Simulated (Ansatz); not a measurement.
Geometry relaxation, with input and output: ZrO (part 1 of 2)

The run: geometry relaxation of ZrO (4 atoms in the cell). Method and program: DFT PBE, scalar-relativistic, plane waves, PAW, no spin polarisation (Ansatz 0.2.0).

The structure was made by swapping elements on the sites of another compound; it need not be a known phase. It belongs to a series of runs on one base structure; here: Sn -> Zr on all its sites, cell and atoms relaxed. Figures and captions count atoms from 1; the log counts them from 0 in places.

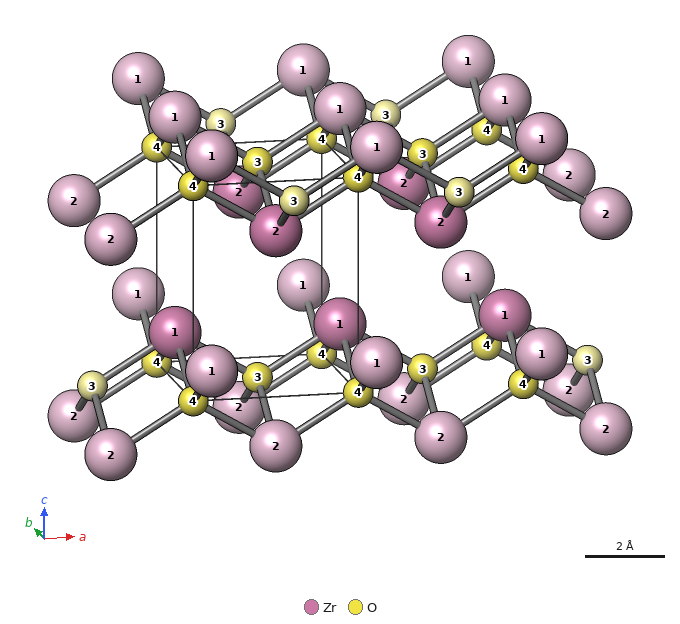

**Figure 1.** The starting structure (ball-and-stick view of the cell of the calculation, repeated 2 × 1 × 1, seen slightly off an axis; neighbours outside the cell are drawn fainter; atoms are numbered from 1 in the order of the input). Near neighbours in the crystal (not all of them lie inside the picture): Zr has 4 O at 2.51 Å; O has 4 Zr at 2.51 Å.

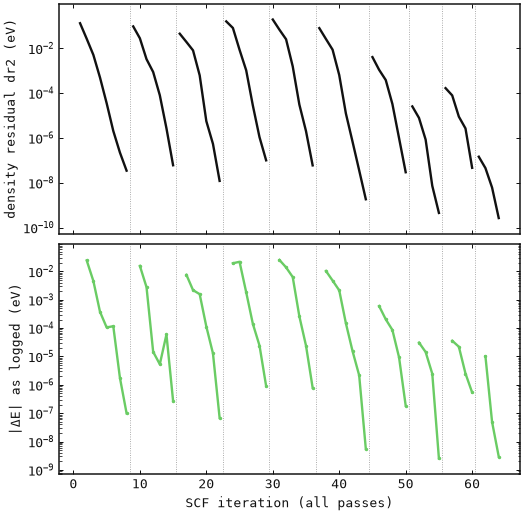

**Figure 2.** Convergence of the self-consistent field: density residual dr2 and size of the energy change against the SCF iteration. The dotted lines part the SCF passes of the relaxation: geometry steps, rejected trials and re-solves on a re-selected basis. The 10 passes take 4 to 8 iterations each, 64 in all.

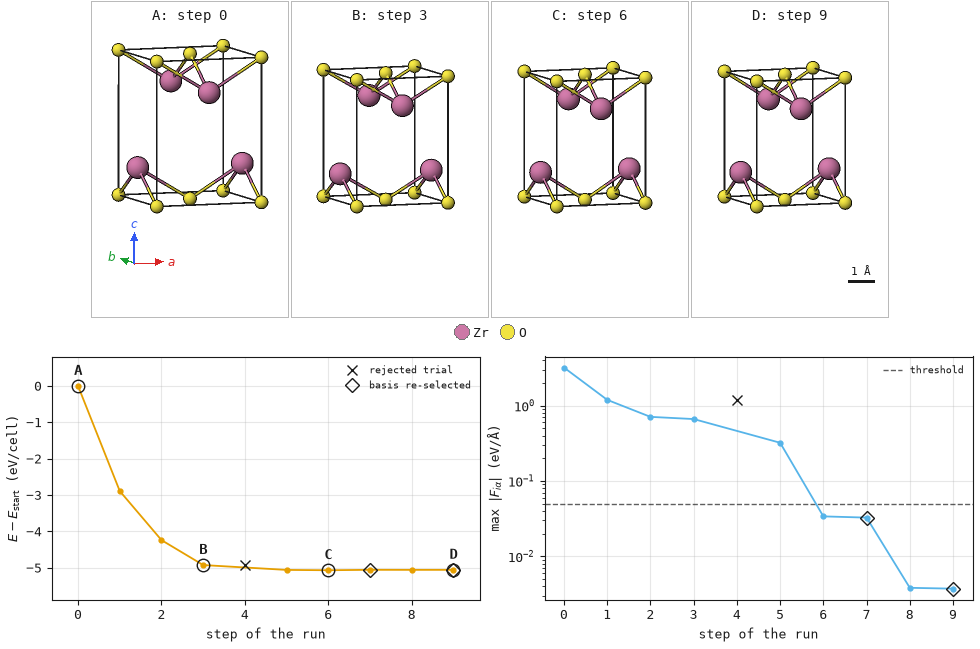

**Figure 3.** Frames of the relaxation (ball-and-stick view of the cell of the calculation, seen slightly off an axis) above the curves, on which the letters mark them (the first geometry is step 0 here and step 1 in the log).

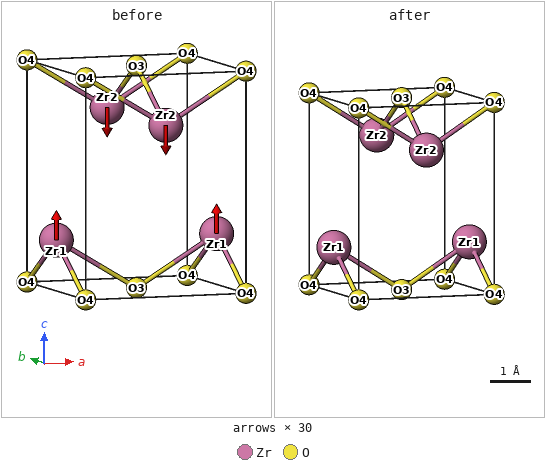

**Figure 4.** Before (left) and after (right) the relaxation, at one scale (ball-and-stick view of the cell of the calculation, seen slightly off an axis). The red arrows give the displacements (without the part carried along by the change of the cell), magnified 30 times. After 7 geometry steps the energy has fallen by 5.055 eV per cell of the calculation. The largest force component goes from 3.2 to 0.0037 eV/Å. Pressure: −26.72 GPa at the start and −0.01 GPa at the end. The line search rejected the trial step at point 4 (counted from 0) and went back. 1 further SCF at an unchanged geometry re-selected the plane-wave basis for the new cell. The largest moves relative to the cell, 0.026 Å, are those of Zr1 and Zr2. O stays in place. Cell: a = b 4.299 → 3.635 Å (−15.5 %), c 5.631 → 4.865 Å (−13.6 %). Volume −38.3 %. Distances before and after: Zr1–O3 2.506 → 2.145 Å. Among the angles that change: O3–Zr1–O3 118.1° → 115.9°, Zr1–O3–Zr1 118.1° → 115.9°. The space group stays P4/nmm (No. 129). The energy change given includes the shifts at the re-selections in mid-walk, which come without any move. A last SCF at the same geometry on a re-selected plane-wave basis shifts the energy by +0.7 meV per cell of the calculation. (Atoms are counted from 1 in the order of the input.)

The input and output of the run follow.

### Input
```yaml
crystal:
  lattice:
    - [4.2993046542, 0.0, 0.0]
    - [0.0, 4.2993046542, 0.0]
    - [0.0, 0.0, 5.6307730447]
  atoms:
    - { symbol: Zr, position: [0.0, 0.5, 0.228775682] }
    - { symbol: Zr, position: [0.5, 0.0, 0.771224318] }
    - { symbol: O, position: [0.5, 0.5, 0.0] }
    - { symbol: O, position: [0.0, 0.0, 0.0] }
basis:
  ecutwfc: 420
kpoints:
  mp_grid: { grid: [6, 6, 4] }
hamiltonian:
  xc: pbe
scf:
  occupations: { method: gaussian, width: 0.1 }
output:
  forces: true
  stress: true
  eigenvalues: true
relax:
  adjacent_minimum: "off"
  f_tol: 0.05
  max_steps: 60
  cell: { stress_tol: 0.5 }
```

Launch command:
```bash
ansatz run input.yaml --threads 1 --pin off --max-ram 2560MiB --backend cpu --events-out ev --progress --plain --runs-dir out
```

### Log
```
Engine: ansatz 0.2.0, x86_64-unknown-linux-gnu
Pseudopotentials: kind: paw
Pseudopotential: Zr, paw, valence charge 12, recommended cutoff 420 eV (normal), Zr.paw.azcp
Pseudopotential: O, paw, valence charge 6, recommended cutoff 420 eV (normal), O.paw.azcp
Functional definition: PBE
  parameter kappa = 0.804
  parameter beta = 0.06672455060314922
  exchange = pbe_x(kappa = kappa, mu = beta*pi^2/3)
  correlation = pbe_c(beta = beta)
Crystal: 4 atoms, lattice volume = 104.079 Å³
Basis set: ecut = 420 eV, 2035 PW (Γ), exchange–correlation on 60×60×80 points (8 copies of the dense FFT grid, shifted against one another)
Bands: 22, of which v1, the nominal top of the filled ones, is band 18 counted from 1 (17 counted from 0)
Symmetry: 16 space group operations
Space group: P4/nmm (ITA 129), of the structure as read, at distance tolerance 4.7e-5 Å
k-points: 30 of 144
Non-local potential: Zr, projectors of the file, l = 0: 3, l = 1: 2, l = 2: 2, l = 3: 2
Non-local potential: O, projectors of the file, l = 0: 2, l = 1: 2, l = 2: 1
PAW form: soft (Blöchl's): semilocal exchange-correlation on the pseudo side does not see the compensation charge
PAW one-centre angular grid: Zr, 590 points (default); XC on 64 Gauss nodes
PAW one-centre angular grid: O, 110 points (default); XC on 64 Gauss nodes
Initial density: superposition of atomic densities (neutral atoms: chi_scale 0, normalization atom), corrected by the library's trained network
Initial wavefunctions: pseudopotential atomic-orbital guess
Functional: x = pbe(κ = 0.804, μ = 0.2195149727645171), c = pbe(β = 0.06672455060314922)
SCF iter   1: F=—  HF=-9502.113393 eV  |F-HF|=—  |Δ(HF+E_count)|=         —  Δρ=8.78e-3  dr2=1.32e-1  ethr=1.77e-3  ⟨swp⟩=4.0  Hψ=2511  notcnv=0
preconditioner: auto → Resta (q_TF=auto, 2.286 Å⁻¹)  ε∞=13.3  [insulator: Δε(μ)=0.118 eV  Ē_g=4.145 eV  σ=0.100 eV  W_gap=0.51  n_scr=20 (ndim 8)  ℏωp=14.6 eV  f_vac=0.005  D(μ)=3.07/eV (n_scr^D=20)  ε∞_Penn≈13.3]
SCF iter   2: F=—  HF=-9502.088976 eV  |F-HF|=—  |Δ(HF+E_count)|=   2.44e-2  Δρ=4.19e-3  dr2=2.67e-2  ethr=3.67e-4  ⟨swp⟩=2.2  Hψ=1044  notcnv=0
preconditioner: auto → Kerker (q_TF=auto, 2.286 Å⁻¹)  [metal: Δε(μ)=0.100 eV  Ē_g=4.042 eV  σ=0.100 eV  W_gap=0.46  n_scr=20 (ndim 8)  ℏωp=14.6 eV  f_vac=0.003  D(μ)=3.25/eV (n_scr^D=28)]
SCF iter   3: F=—  HF=-9502.084357 eV  |F-HF|=—  |Δ(HF+E_count)|=   4.62e-3  Δρ=1.84e-3  dr2=5.11e-3  ethr=7.42e-5  ⟨swp⟩=2.9  Hψ=1097  notcnv=0
SCF iter   4: F=—  HF=-9502.083980 eV  |F-HF|=—  |Δ(HF+E_count)|=   3.77e-4  Δρ=5.36e-4  dr2=4.97e-4  ethr=1.42e-5  ⟨swp⟩=2.0  Hψ=858  notcnv=0
SCF iter   5: F=—  HF=-9502.084086 eV  |F-HF|=—  |Δ(HF+E_count)|=   1.06e-4  Δρ=1.46e-4  dr2=3.56e-5  ethr=1.38e-6  ⟨swp⟩=2.0  Hψ=885  notcnv=0
SCF iter   6: F=—  HF=-9502.083969 eV  |F-HF|=—  |Δ(HF+E_count)|=   1.17e-4  Δρ=3.96e-5  dr2=2.05e-6  ethr=9.88e-8  ⟨swp⟩=2.0  Hψ=939  notcnv=0
SCF iter   7: F=—  HF=-9502.083971 eV  |F-HF|=—  |Δ(HF+E_count)|=   1.76e-6  Δρ=1.14e-5  dr2=2.22e-7  ethr=5.68e-9  ⟨swp⟩=2.0  Hψ=1167  notcnv=0
SCF iter   8: F=-9502.083971 eV  HF=-9502.083971 eV  |F-HF|=1.35e-9  |Δ(HF+E_count)|=   9.96e-8  Δρ=3.89e-6  dr2=3.46e-8  ethr=2.78e-10  ⟨swp⟩=4.5  Hψ=2149  notcnv=0
SCF 1 converged in 8 iterations: F = -9502.083971 eV  dr2 = 3.46e-8
  greatest PAW one-centre occupation: 0.995 electrons in one spin orbital (limit 2), on the Zr atom at site 1 (counted from 0), in its partial waves of l = 0
relax step   1: F+E_penalty+E_count = -9502.08397092 eV  Δ(F+E_penalty+E_count) = +0.000e0 eV  max|allowed force component| = 3.204e0 eV/Å  Δτ_max = 0.0000 Å  P = -26.725 GPa  Ω = 104.079 Å³  (8 SCF iters, dr2 threshold 1.00e-7 eV, accepted)
Crystal: 4 atoms, lattice volume = 90.489 Å³
Basis set: ecut = 420 eV, 1803 PW (Γ), exchange–correlation on 60×60×80 points (8 copies of the dense FFT grid, shifted against one another)
Initial density: handed on by an earlier stage of this run
Initial wavefunctions: those handed on with the density
iter 1 solved again at ethr=2.65e-4 eV; its pass at ethr=3.10e-3 eV (dr2=9.55e-2 eV) is discarded
SCF iter   1: F=—  HF=-9504.991745 eV  |F-HF|=—  |Δ(HF+E_count)|=         —  Δρ=1.34e-2  dr2=9.50e-2  ethr=2.65e-4  ⟨swp⟩=1.0  Hψ=4178  notcnv=0
preconditioner: auto → Kerker (q_TF=auto, 2.340 Å⁻¹)  [metal: Δε(μ)=0.025 eV  Ē_g=5.250 eV  σ=0.100 eV  W_gap=0.14  n_scr=20 (ndim 8)  ℏωp=15.6 eV  f_vac=0.000  D(μ)=3.54/eV (n_scr^D=28)]
SCF iter   2: F=—  HF=-9504.975999 eV  |F-HF|=—  |Δ(HF+E_count)|=   1.57e-2  Δρ=6.84e-3  dr2=2.81e-2  ethr=2.64e-4  ⟨swp⟩=2.2  Hψ=853  notcnv=0
SCF iter   3: F=—  HF=-9504.973204 eV  |F-HF|=—  |Δ(HF+E_count)|=   2.79e-3  Δρ=1.86e-3  dr2=3.29e-3  ethr=7.80e-5  ⟨swp⟩=2.3  Hψ=971  notcnv=0
SCF iter   4: F=—  HF=-9504.973219 eV  |F-HF|=—  |Δ(HF+E_count)|=   1.46e-5  Δρ=6.36e-4  dr2=8.78e-4  ethr=9.14e-6  ⟨swp⟩=2.0  Hψ=894  notcnv=0
SCF iter   5: F=—  HF=-9504.973224 eV  |F-HF|=—  |Δ(HF+E_count)|=   5.33e-6  Δρ=1.53e-4  dr2=8.06e-5  ethr=2.44e-6  ⟨swp⟩=2.5  Hψ=832  notcnv=0
SCF iter   6: F=—  HF=-9504.973165 eV  |F-HF|=—  |Δ(HF+E_count)|=   5.97e-5  Δρ=4.17e-5  dr2=2.69e-6  ethr=2.24e-7  ⟨swp⟩=2.3  Hψ=905  notcnv=0
SCF iter   7: F=-9504.973165 eV  HF=-9504.973165 eV  |F-HF|=2.14e-8  |Δ(HF+E_count)|=   2.71e-7  Δρ=8.06e-6  dr2=6.03e-8  ethr=1.11e-9  ⟨swp⟩=6.0  Hψ=2892  notcnv=0
SCF 2 converged in 7 iterations: F = -9504.973165 eV  dr2 = 6.03e-8
relax step   2: F+E_penalty+E_count = -9504.97316499 eV  Δ(F+E_penalty+E_count) = -2.889e0 eV  max|allowed force component| = 1.194e0 eV/Å  Δτ_max = 0.1664 Å  P = -21.085 GPa  Ω = 90.489 Å³  energy of the carried Pulay correction = +2.276e-2 eV  (7 SCF iters, dr2 threshold 4.00e-7 eV, accepted)
Crystal: 4 atoms, lattice volume = 78.186 Å³
Basis set: ecut = 420 eV, 1545 PW (Γ), exchange–correlation on 60×60×80 points (8 copies of the dense FFT grid, shifted against one another)
iter 1 solved again at ethr=1.29e-4 eV; its pass at ethr=3.10e-3 eV (dr2=4.63e-2 eV) is discarded
SCF iter   1: F=—  HF=-9506.332440 eV  |F-HF|=—  |Δ(HF+E_count)|=         —  Δρ=8.04e-3  dr2=4.49e-2  ethr=1.29e-4  ⟨swp⟩=1.2  Hψ=3803  notcnv=0
preconditioner: auto → Kerker (q_TF=auto, 2.397 Å⁻¹)  [metal: Δε(μ)=0.023 eV  Ē_g=6.181 eV  σ=0.100 eV  W_gap=0.13  n_scr=18 (ndim 8)  ℏωp=16.8 eV  f_vac=0.000  D(μ)=3.18/eV (n_scr^D=28)]
SCF iter   2: F=—  HF=-9506.324806 eV  |F-HF|=—  |Δ(HF+E_count)|=   7.63e-3  Δρ=3.34e-3  dr2=1.93e-2  ethr=1.25e-4  ⟨swp⟩=2.0  Hψ=858  notcnv=0
SCF iter   3: F=—  HF=-9506.322617 eV  |F-HF|=—  |Δ(HF+E_count)|=   2.19e-3  Δρ=2.09e-3  dr2=8.10e-3  ethr=5.35e-5  ⟨swp⟩=1.1  Hψ=669  notcnv=0
SCF iter   4: F=—  HF=-9506.321036 eV  |F-HF|=—  |Δ(HF+E_count)|=   1.58e-3  Δρ=5.75e-4  dr2=6.23e-4  ethr=2.25e-5  ⟨swp⟩=3.0  Hψ=1119  notcnv=0
SCF iter   5: F=—  HF=-9506.320923 eV  |F-HF|=—  |Δ(HF+E_count)|=   1.14e-4  Δρ=1.17e-4  dr2=5.62e-6  ethr=1.73e-6  ⟨swp⟩=2.0  Hψ=887  notcnv=0
SCF iter   6: F=—  HF=-9506.320936 eV  |F-HF|=—  |Δ(HF+E_count)|=   1.28e-5  Δρ=2.59e-5  dr2=5.42e-7  ethr=1.56e-8  ⟨swp⟩=2.0  Hψ=1203  notcnv=0
SCF iter   7: F=-9506.320936 eV  HF=-9506.320936 eV  |F-HF|=5.78e-9  |Δ(HF+E_count)|=   6.84e-8  Δρ=4.28e-6  dr2=1.21e-8  ethr=1.11e-9  ⟨swp⟩=5.1  Hψ=2709  notcnv=0
SCF 3 converged in 7 iterations: F = -9506.320936 eV  dr2 = 1.21e-8
  greatest PAW one-centre occupation: 0.996 electrons in one spin orbital (limit 2), on the Zr atom at site 1 (counted from 0), in its partial waves of l = 0
relax step   3: F+E_penalty+E_count = -9506.32093567 eV  Δ(F+E_penalty+E_count) = -1.348e0 eV  max|allowed force component| = 7.102e-1 eV/Å  Δτ_max = 0.0206 Å  P = -11.110 GPa  Ω = 78.186 Å³  energy of the carried Pulay correction = +4.630e-2 eV  (7 SCF iters, dr2 threshold 4.00e-7 eV, accepted)
Crystal: 4 atoms, lattice volume = 68.998 Å³
Basis set: ecut = 420 eV, 1337 PW (Γ), exchange–correlation on 60×60×80 points (8 copies of the dense FFT grid, shifted against one another)
iter 1 solved again at ethr=4.35e-4 eV; its pass at ethr=3.10e-3 eV (dr2=1.57e-1 eV) is discarded
SCF iter   1: F=—  HF=-9507.049795 eV  |F-HF|=—  |Δ(HF+E_count)|=         —  Δρ=1.10e-2  dr2=1.59e-1  ethr=4.35e-4  ⟨swp⟩=1.0  Hψ=3861  notcnv=0
preconditioner: auto → Kerker (q_TF=auto, 2.448 Å⁻¹)  [metal: Δε(μ)=0.053 eV  Ē_g=6.350 eV  σ=0.100 eV  W_gap=0.29  n_scr=18 (ndim 8)  ℏωp=17.9 eV  f_vac=0.000  D(μ)=1.86/eV (n_scr^D=14)]
SCF iter   2: F=—  HF=-9507.030383 eV  |F-HF|=—  |Δ(HF+E_count)|=   1.94e-2  Δρ=6.82e-3  dr2=8.11e-2  ethr=4.35e-4  ⟨swp⟩=1.0  Hψ=660  notcnv=0
SCF iter   3: F=—  HF=-9507.008476 eV  |F-HF|=—  |Δ(HF+E_count)|=   2.19e-2  Δρ=2.79e-3  dr2=8.59e-3  ethr=2.25e-4  ⟨swp⟩=3.0  Hψ=1224  notcnv=0
SCF iter   4: F=—  HF=-9507.006637 eV  |F-HF|=—  |Δ(HF+E_count)|=   1.84e-3  Δρ=1.57e-3  dr2=1.04e-3  ethr=2.38e-5  ⟨swp⟩=2.3  Hψ=1083  notcnv=0
SCF iter   5: F=—  HF=-9507.006495 eV  |F-HF|=—  |Δ(HF+E_count)|=   1.42e-4  Δρ=2.43e-4  dr2=2.81e-5  ethr=2.88e-6  ⟨swp⟩=2.0  Hψ=902  notcnv=0
SCF iter   6: F=—  HF=-9507.006519 eV  |F-HF|=—  |Δ(HF+E_count)|=   2.44e-5  Δρ=4.52e-5  dr2=1.09e-6  ethr=7.80e-8  ⟨swp⟩=2.1  Hψ=970  notcnv=0
SCF iter   7: F=-9507.006520 eV  HF=-9507.006520 eV  |F-HF|=1.36e-8  |Δ(HF+E_count)|=   9.07e-7  Δρ=1.17e-5  dr2=1.00e-7  ethr=1.11e-9  ⟨swp⟩=5.2  Hψ=2982  notcnv=0
SCF 4 converged in 7 iterations: F = -9507.006520 eV  dr2 = 1.00e-7
relax step   4: F+E_penalty+E_count = -9507.00652041 eV  Δ(F+E_penalty+E_count) = -6.856e-1 eV  max|allowed force component| = 6.642e-1 eV/Å  Δτ_max = 0.1258 Å  P = -5.050 GPa  Ω = 68.998 Å³  energy of the carried Pulay correction = +6.607e-2 eV  (7 SCF iters, dr2 threshold 4.00e-7 eV, accepted)
Crystal: 4 atoms, lattice volume = 60.399 Å³
Basis set: ecut = 420 eV, 1171 PW (Γ), exchange–correlation on 60×60×80 points (8 copies of the dense FFT grid, shifted against one another)
iter 1 solved again at ethr=5.28e-4 eV; its pass at ethr=3.10e-3 eV (dr2=1.90e-1 eV) is discarded
SCF iter   1: F=—  HF=-9507.037769 eV  |F-HF|=—  |Δ(HF+E_count)|=         —  Δρ=1.52e-2  dr2=1.93e-1  ethr=5.28e-4  ⟨swp⟩=1.0  Hψ=3959  notcnv=0
preconditioner: auto → Kerker (q_TF=auto, 2.503 Å⁻¹)  [metal: Δε(μ)=0.096 eV  Ē_g=9.190 eV  σ=0.100 eV  W_gap=0.45  n_scr=18 (ndim 8)  ℏωp=21.4 eV  f_vac=0.000  D(μ)=2.22/eV (n_scr^D=18)]
SCF iter   2: F=—  HF=-9507.012332 eV  |F-HF|=—  |Δ(HF+E_count)|=   2.54e-2  Δρ=8.30e-3  dr2=6.79e-2  ethr=5.28e-4  ⟨swp⟩=2.3  Hψ=925  notcnv=0
SCF iter   3: F=—  HF=-9506.998442 eV  |F-HF|=—  |Δ(HF+E_count)|=   1.39e-2  Δρ=4.34e-3  dr2=2.54e-2  ethr=1.89e-4  ⟨swp⟩=2.5  Hψ=1057  notcnv=0
SCF iter   4: F=—  HF=-9506.992093 eV  |F-HF|=—  |Δ(HF+E_count)|=   6.35e-3  Δρ=1.66e-3  dr2=1.57e-3  ethr=7.06e-5  ⟨swp⟩=1.8  Hψ=927  notcnv=0
SCF iter   5: F=—  HF=-9506.991833 eV  |F-HF|=—  |Δ(HF+E_count)|=   2.60e-4  Δρ=2.90e-4  dr2=3.08e-5  ethr=4.37e-6  ⟨swp⟩=2.3  Hψ=941  notcnv=0  defer=1
SCF iter   6: F=—  HF=-9506.991857 eV  |F-HF|=—  |Δ(HF+E_count)|=   2.41e-5  Δρ=5.72e-5  dr2=2.01e-6  ethr=8.55e-8  ⟨swp⟩=2.0  Hψ=898  notcnv=0  defer=1
SCF iter   7: F=-9506.991858 eV  HF=-9506.991858 eV  |F-HF|=7.12e-9  |Δ(HF+E_count)|=   7.89e-7  Δρ=1.02e-5  dr2=5.95e-8  ethr=1.11e-9  ⟨swp⟩=6.0  Hψ=3038  notcnv=0
SCF 5 converged in 7 iterations: F = -9506.991858 eV  dr2 = 5.95e-8
relax step   5: F+E_penalty+E_count = -9506.99185781 eV  Δ(F+E_penalty+E_count) = +1.466e-2 eV  max|allowed force component| = 1.190e0 eV/Å  Δτ_max = 0.1676 Å  P = +6.563 GPa  Ω = 60.399 Å³  energy of the carried Pulay correction = +8.656e-2 eV  (7 SCF iters, dr2 threshold 4.00e-7 eV, rejected (line search))
Crystal: 4 atoms, lattice volume = 65.177 Å³
Basis set: ecut = 420 eV, 1265 PW (Γ), exchange–correlation on 60×60×80 points (8 copies of the dense FFT grid, shifted against one another)
iter 1 solved again at ethr=2.17e-4 eV; its pass at ethr=3.10e-3 eV (dr2=7.81e-2 eV) is discarded
```
